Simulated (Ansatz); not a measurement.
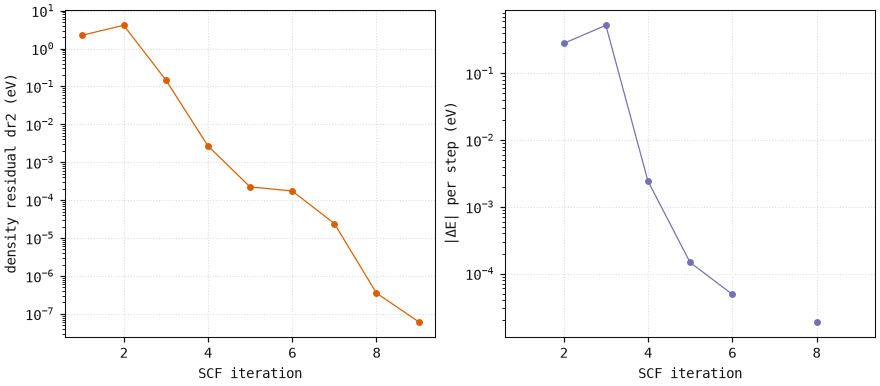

The plot shows the SCF iterations of a calculation: density residual dr2, step-to-step change of the Harris–Foulkes energy. Energy differences below 3 × 10⁻⁶ eV aren't drawn. The starting density is a sum of atomic densities corrected by a trained network.

Pt (1 atom in the cell), run with Ansatz.

```
crystal:
  lattice:
    - [0.0, 1.935428678, 1.8858023017]
    - [1.935428678, 0.0, 1.8858023017]
    - [1.935428678, 1.935428678, 0.0]
  atoms:
    - { symbol: Pt, position: [0.0, 0.0, 0.0] }
basis:
  ecutwfc: 420
kpoints:
  mp_grid: { grid: [1, 1, 1] }
hamiltonian:
  xc: pbe
scf:
  occupations: { method: gaussian, width: 0.15 }
  max_iter: 60
output:
  forces: true
  eigenvalues: true
  stress: true
```

Run as:
```bash
ansatz run input.yaml --threads 2 --pin off --max-ram 5120MiB --backend cpu --events-out ev --progress --plain --runs-dir out
```

**How did this run end?**

The run converged; it took 9 iterations. The residual falls almost steadily, with no more than small rises or pauses.

**Is anything amiss with this input?**

The input holds a fault (one k-point for a small cell). The SCF closed all the same, which doesn't make the results meaningful for the real system.
